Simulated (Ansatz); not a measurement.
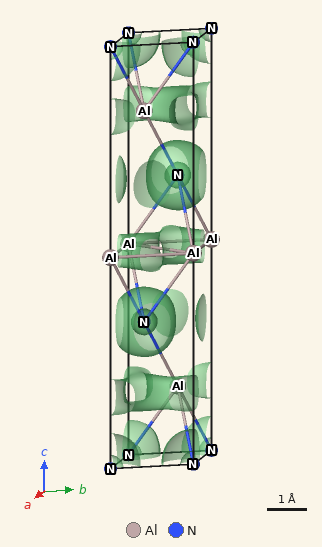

*AlN. Isosurface of the electron localisation function at 0.6 (green), seen slightly off an axis. Only the valence region is drawn (cores and ρ < 0.01 e/Å³ removed). Sticks mark near contacts.*

Space group R-3m; a structure from a database of computed crystals, not necessarily the ambient phase; computed pressure about 65 GPa in this cell.

The calculation used Ansatz 0.2.0, DFT PBE, scalar-relativistic, plane waves, PAW.

Question: What do the ELF domains correspond to?

Answer: At this value the surface marks out three regions wrapped around N (the valence shell of each) and sheets that run through the cell in two directions, counted in one cell of 6 atoms. Any copies at cell faces, edges or corners count once. Along the contacts the grid gives the following. Al–N (2.28 Å): the ELF peaks at about 0.80 in the valence shell of N, 0.6 Å from its nucleus, and is about 0.40 at the midpoint. Al–Al (2.28 Å): the ELF peaks at about 0.75 between the atoms.
